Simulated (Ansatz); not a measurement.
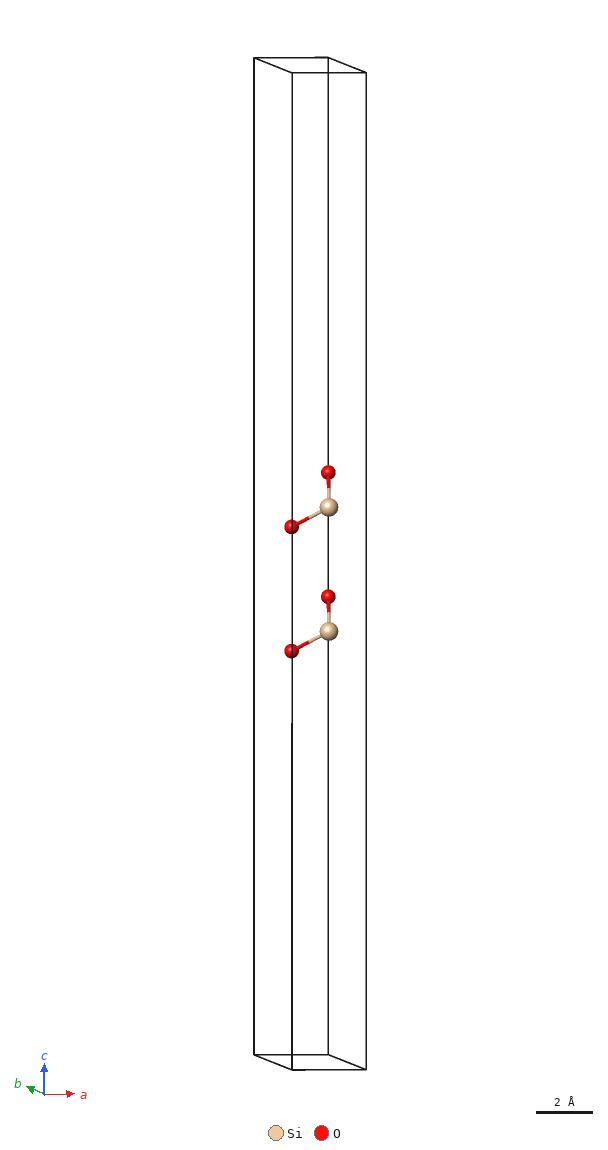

Shown here is a ball-and-stick view of the crystal, taken from the side at a slight tilt. The frame is the simulation cell; atoms at its boundary are shown with their periodic copies.

```xyz
6
Lattice="2.6875 0.0000 0.0000 -1.3438 2.3275 0.0000 0.0000 0.0000 37.2234" Properties=species:S:1:pos:R:3 pbc="T T T"
Si    1.3438    0.2902   16.2954
Si    1.3438    0.2954   20.9281
O     1.3438    1.8420   17.2113
O     0.0000    1.0661   15.3778
O     1.3438    1.8472   21.8457
O     0.0000    1.0712   20.0121
```

Computational set-up: DFT PBE+D3(BJ), scalar-relativistic, plane waves, PAW (Ansatz 0.2.0), a basis cut at 420 eV, k-point mesh 12×12×1, Gaussian smearing of 0.02 eV, no spin polarisation.

### Give the Bader charge of each element.

Si +3.24 e; O -1.62 e. The transfer is large, as in an ionic solid.

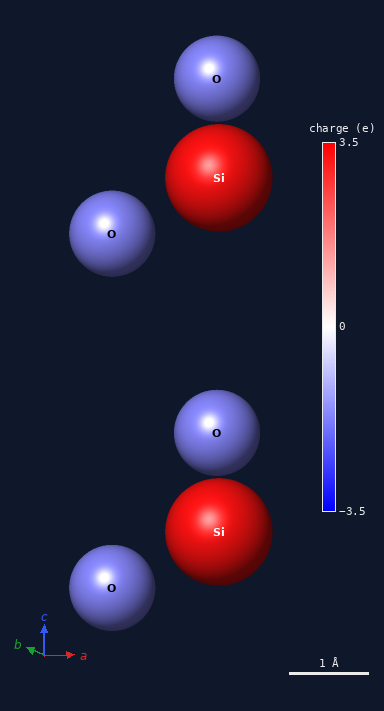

The atoms coloured by those charges.

It goes back to a structure type filled with these elements by a generator (whether the compound takes this form wasn't checked). Earlier steps of the study may have refined or changed the cell and positions. Ansatz was used for an electronic-structure calculation on it.
